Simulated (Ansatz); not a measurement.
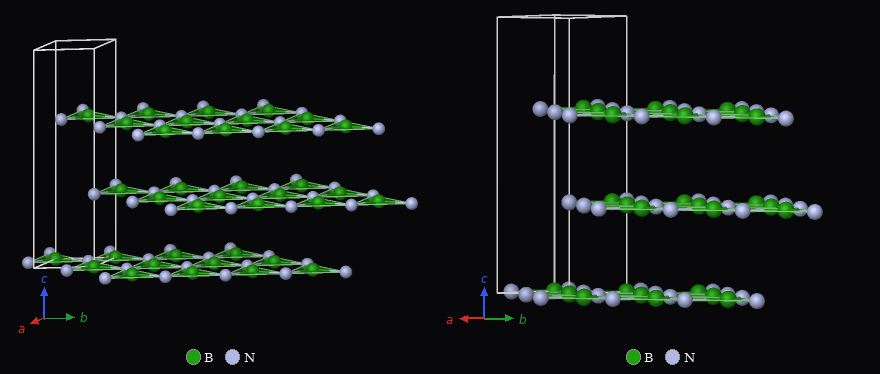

Polyhedra are drawn about B (bonds: B–N below 1.6 Å); other atoms are plain spheres. Two views of the same piece.

System BN (space group R3m, No. 160); source of the atomic positions: the geometry relaxed at fixed volume with DFT PBE+D3(BJ), scalar-relativistic, plane waves, PAW in Ansatz 0.2.0.

Sharing among the drawn polyhedra:

```tsv
site	polyhedron	corner-sharing neighbours	edge-sharing	face-sharing	bond (Å)
B	BN3 triangle	6	0	0	1.44
```

They form layers of corner-sharing triangles parallel to (001).
